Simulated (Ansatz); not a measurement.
# What a change does: single-point calculation on Cu

System: Cu (1 atom in the cell).
Method of run 1: DFT PBEsol, scalar-relativistic, plane waves, PAW, no spin polarisation (Ansatz 0.2.0).

The structure derives from a Materials Project entry. Text and figures count atoms from 1; the logs count them from 0 in places.

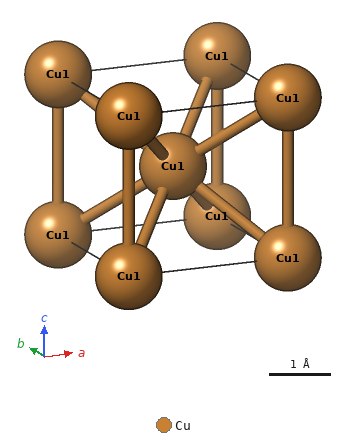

Fig. 1: The structure (ball-and-stick view of the cell 2 times as large as that of the calculation, set on its symmetry axes, seen slightly off an axis; atoms are numbered from 1 in the order of the input). An atom can appear more than once, as a periodic image.

### Input, run 1
```yaml
crystal:
  lattice:
    - [-1.44279332, 1.44279332, 1.37608145]
    - [1.44279332, -1.44279332, 1.37608145]
    - [1.44279332, 1.44279332, -1.37608145]
  atoms:
    - { symbol: Cu, position: [0.0, 0.0, 0.0] }
basis:
  ecutwfc: 420
kpoints:
  mp_grid: { grid: [24, 24, 24] }
hamiltonian:
  xc: pbesol
scf:
  occupations: { method: gaussian, width: 0.15 }
output:
  forces: true
  stress: true
  eigenvalues: true
  write_density: true
  write_potential: true
  elf: true
  volumetric_format: npy
```

Launched with:
```bash
ansatz run input.yaml --threads 1 --pin off --max-ram 2560MiB --backend cpu --events-out ev --progress --plain --runs-dir out
```

Hardware: 1 thread of Intel Xeon @ 2.50GHz (Skylake/Cascade Lake), 189 GiB of memory available, shared host.

### Output, shortened to warnings, some set-up lines, iterations and results (run 1)
```
Basis set: ecut = 420 eV, 225 PW (Γ), exchange–correlation on 36×36×36 points (8 copies of the dense FFT grid, shifted against one another)
Symmetry: 16 space group operations
k-points: 1063 of 13824
Initial density: superposition of atomic densities (neutral atoms: chi_scale 0, normalization atom), corrected by the library's trained network
[...]
SCF iter   1: F=—  HF=-6588.741615 eV  |F-HF|=—  |Δ(HF+E_count)|=         —  Δρ=2.18e-2  dr2=2.83e-2  ethr=1.77e-3  ⟨swp⟩=5.0  Hψ=73425  notcnv=0
SCF iter   2: F=—  HF=-6588.735089 eV  |F-HF|=—  |Δ(HF+E_count)|=   6.53e-3  Δρ=9.75e-4  dr2=3.87e-5  ethr=1.49e-4  ⟨swp⟩=2.8  Hψ=30949  notcnv=0  defer=188
SCF iter   3: F=—  HF=-6588.735084 eV  |F-HF|=—  |Δ(HF+E_count)|=   5.17e-6  Δρ=1.06e-3  dr2=5.15e-5  ethr=2.04e-7  ⟨swp⟩=2.0  Hψ=24656  notcnv=0  defer=188
SCF iter   4: F=—  HF=-6588.735115 eV  |F-HF|=—  |Δ(HF+E_count)|=   3.13e-5  Δρ=9.38e-5  dr2=3.92e-7  ethr=2.04e-7  ⟨swp⟩=1.0  Hψ=14467  notcnv=0  defer=188
SCF iter   5: F=-6588.735115 eV  HF=-6588.735115 eV  |F-HF|=5.48e-10  |Δ(HF+E_count)|=   5.33e-8  Δρ=4.47e-6  dr2=9.75e-10  ethr=2.06e-9  ⟨swp⟩=1.9  Hψ=20700  notcnv=0  …
SCF iter   6: F=-6588.735115 eV  HF=-6588.735115 eV  |F-HF|=0.00e0  |Δ(HF+E_count)|=  8.81e-10  Δρ=1.21e-7  dr2=5.01e-13  ethr=5.13e-12  ⟨swp⟩=5.4  Hψ=76622  notcnv=0
SCF 1 converged in 6 iterations: F = -6588.735115 eV  dr2 = 5.01e-13
SCF converged after 6 iterations
Free energy (F): -6588.735115 eV
Harris-Foulkes:  -6588.735115 eV  (|F-HF|=0.00e0)
Internal energy: -6588.730787 eV  (E = F + TS)
E sigma→0 (E₀):  -6588.732951 eV
Entropy (-TS):   -0.004328 eV (-4.328 meV/atom)
Fermi energy:    17.248355 eV
--- Per-component energies (eV) ---
  E_band       = -350.301867
  E_kinetic    = 300.467525
  E_local      = -3993.480572  (includes V_loc(G=0)·N_el)
  E_nonlocal   = 391.340616
  E_hartree    = 1757.990715
  E_xc         = -89.262651
  E_vxc        = -115.704617  (∫ρ·V_xc dr)
  E_paw        = -1626.058224  (= ΣΔE_a)
  E_vpaw       = -448.906535  (= ΣTr[D̂ρ^β])
  E_aug_tail   = 0.000255  (compensation charges beyond the density's cutoff)
  E_ewald      = -3329.934651
  E_core_change = 0.206202  (= ΣΔE_core)
  E_smearing   = -0.004328  (= −TS)
  E_closure    = 0.000000  (closes the sum)
  Σ components = -6588.735115   (vs F -6588.735115, Δ=0.00e0)
--- Forces (eV/Å), atoms counted from 1 ---
  atom   1  Cu     0.00000000     0.00000000    -0.00000000
  max |Σ_I F_I| component: 1.48e-31 eV/Å
--- Stress (GPa, compression-positive) ---
       -1.386046       0.000000      -0.000000
        0.000000      -1.386046       0.000000
       -0.000000      -0.000000      -1.514411
  P = ⅓ Tr σ = -1.4288 GPa (-14.288 kbar)
```

For run 2 the input was changed thus:
```diff
-  mp_grid: { grid: [24, 24, 24] }
+  mp_grid: { grid: [26, 26, 26] }
-  write_density: true
-  write_potential: true
-  elf: true
-  volumetric_format: npy
```

What does this change do to the results?

The free energy of run 2 is 0.23 meV per atom lower, which measures how much it depends on this numerical setting. The number of SCF iterations is the same. The irreducible k-points go from 1063 to 1330.

### Output, shortened to warnings, some set-up lines, iterations and results (run 2)
```
Basis set: ecut = 420 eV, 225 PW (Γ), exchange–correlation on 36×36×36 points (8 copies of the dense FFT grid, shifted against one another)
Symmetry: 16 space group operations
k-points: 1330 of 17576
Initial density: superposition of atomic densities (neutral atoms: chi_scale 0, normalization atom), corrected by the library's trained network
[...]
SCF iter   1: F=—  HF=-6588.741822 eV  |F-HF|=—  |Δ(HF+E_count)|=         —  Δρ=2.18e-2  dr2=2.82e-2  ethr=1.77e-3  ⟨swp⟩=5.0  Hψ=91905  notcnv=0
SCF iter   2: F=—  HF=-6588.735322 eV  |F-HF|=—  |Δ(HF+E_count)|=   6.50e-3  Δρ=9.76e-4  dr2=3.94e-5  ethr=1.48e-4  ⟨swp⟩=2.8  Hψ=38738  notcnv=0  defer=231
SCF iter   3: F=—  HF=-6588.735316 eV  |F-HF|=—  |Δ(HF+E_count)|=   6.06e-6  Δρ=1.05e-3  dr2=5.11e-5  ethr=2.07e-7  ⟨swp⟩=2.0  Hψ=30854  notcnv=0  defer=231
SCF iter   4: F=—  HF=-6588.735347 eV  |F-HF|=—  |Δ(HF+E_count)|=   3.14e-5  Δρ=9.38e-5  dr2=3.94e-7  ethr=2.07e-7  ⟨swp⟩=1.0  Hψ=18112  notcnv=0  defer=231
SCF iter   5: F=-6588.735347 eV  HF=-6588.735347 eV  |F-HF|=5.19e-10  |Δ(HF+E_count)|=   5.95e-8  Δρ=4.42e-6  dr2=9.69e-10  ethr=2.07e-9  ⟨swp⟩=1.8  Hψ=25619  notcnv=0  …
SCF iter   6: F=-6588.735347 eV  HF=-6588.735347 eV  |F-HF|=0.00e0  |Δ(HF+E_count)|=  8.85e-10  Δρ=1.23e-7  dr2=5.35e-13  ethr=5.10e-12  ⟨swp⟩=2.7  Hψ=61282  notcnv=0
SCF 1 converged in 6 iterations: F = -6588.735347 eV  dr2 = 5.35e-13
SCF converged after 6 iterations
Free energy (F): -6588.735347 eV
Harris-Foulkes:  -6588.735347 eV  (|F-HF|=0.00e0)
Internal energy: -6588.731147 eV  (E = F + TS)
E sigma→0 (E₀):  -6588.733247 eV
Entropy (-TS):   -0.004200 eV (-4.200 meV/atom)
Fermi energy:    17.244379 eV
--- Per-component energies (eV) ---
  E_band       = -350.296343
  E_kinetic    = 300.469169
  E_local      = -3993.488927  (includes V_loc(G=0)·N_el)
  E_nonlocal   = 391.341385
  E_hartree    = 1757.997485
  E_xc         = -89.262830
  E_vxc        = -115.704856  (∫ρ·V_xc dr)
  E_paw        = -1626.059236  (= ΣΔE_a)
  E_vpaw       = -448.908377  (= ΣTr[D̂ρ^β])
  E_aug_tail   = 0.000255  (compensation charges beyond the density's cutoff)
  E_ewald      = -3329.934651
  E_core_change = 0.206202  (= ΣΔE_core)
  E_smearing   = -0.004200  (= −TS)
  E_closure    = 0.000000  (closes the sum)
  Σ components = -6588.735347   (vs F -6588.735347, Δ=0.00e0)
--- Forces (eV/Å), atoms counted from 1 ---
  atom   1  Cu     0.00000000     0.00000000     0.00000000
  max |Σ_I F_I| component: 1.97e-31 eV/Å
--- Stress (GPa, compression-positive) ---
       -1.388449       0.000000       0.000000
        0.000000      -1.388449       0.000000
        0.000000       0.000000      -1.485598
  P = ⅓ Tr σ = -1.4208 GPa (-14.208 kbar)
```

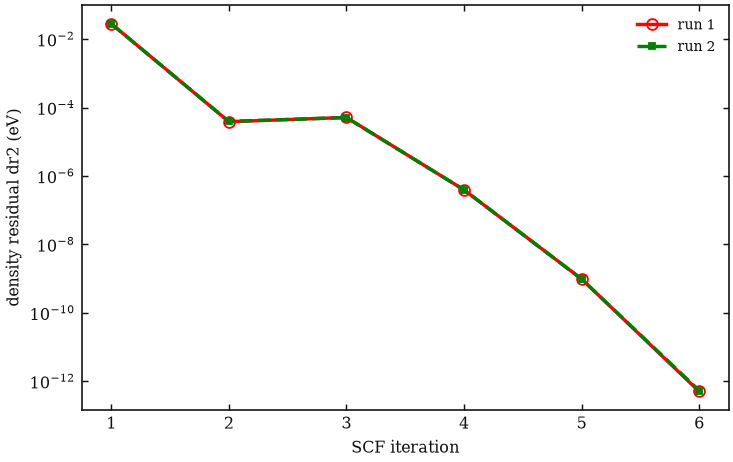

Fig. 2: Convergence of the two runs: density residual dr2 against the SCF iteration. Run 1 takes 6 iterations in all, and run 2 takes 6.

### The two runs side by side

```tsv
quantity	run 1	run 2
outcome	converged	converged
free energy per atom (eV)	−6588.7351	−6588.7353
energy per atom, smearing taken to zero (eV)	−6588.7330	−6588.7332
gap on the mesh (eV)	0.00	0.00
pressure (GPa)	−1.43	−1.42
largest force (eV/Å)	0.000	0.000
SCF iterations	6	6
irreducible k-points	1063	1330
plane waves at Γ	225	225
wall time (shared host)	29 s	27 s
```
